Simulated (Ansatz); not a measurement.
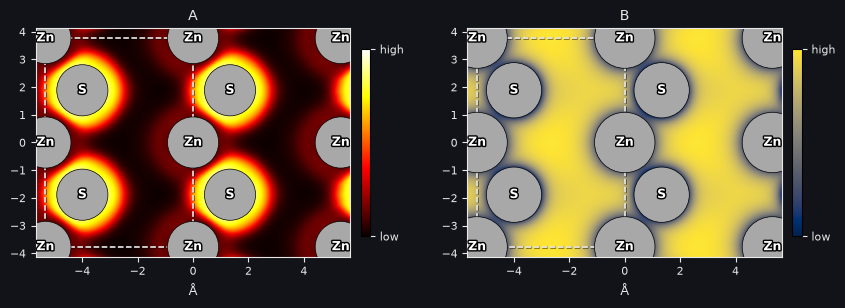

ZnS: 2 fields on the (110) plane of the conventional cell, with unlabelled colour scales. Grey discs cover the atomic cores.

Space group F-43m; computed pressure about 5 GPa in this cell; the program warned that a starting moment wasn't kept; spin-polarised, but the moments vanished.

These are results of Ansatz 0.2.0, Kohn-Sham DFT of a periodic cell, PBE, PseudoDojo PBEsol, not measurements.

```yaml
crystal:
  lattice:
    - [5.33096, 0.00000, 0.00000]
    - [0.00000, 0.00000, -5.33096]
    - [0.00000, 5.33096, 0.00000]
  atoms:
    - { symbol: Zn, position: [0.75000, 0.75000, 0.25000] }
    - { symbol: Zn, position: [0.25000, 0.75000, 0.75000] }
    - { symbol: Zn, position: [0.25000, 0.25000, 0.25000] }
    - { symbol: Zn, position: [0.75000, 0.25000, 0.75000] }
    - { symbol: S, position: [0.50000, 0.50000, 0.00000] }
    - { symbol: S, position: [0.00000, 0.50000, 0.50000] }
    - { symbol: S, position: [0.00000, 0.00000, 0.00000] }
    - { symbol: S, position: [0.50000, 0.00000, 0.50000] }
```

### Which field does each panel show? The fields are: electron localisation function and electrostatic potential energy of an electron.

Panel A: electron localisation function. Panel B: electrostatic potential energy of an electron (low next to the atoms, rising into the space between them). From the grid: Zn–S (2.31 Å): the ELF peaks at about 0.90 in the valence shell of S, 0.7 Å from its nucleus, and is about 0.55 at the midpoint.
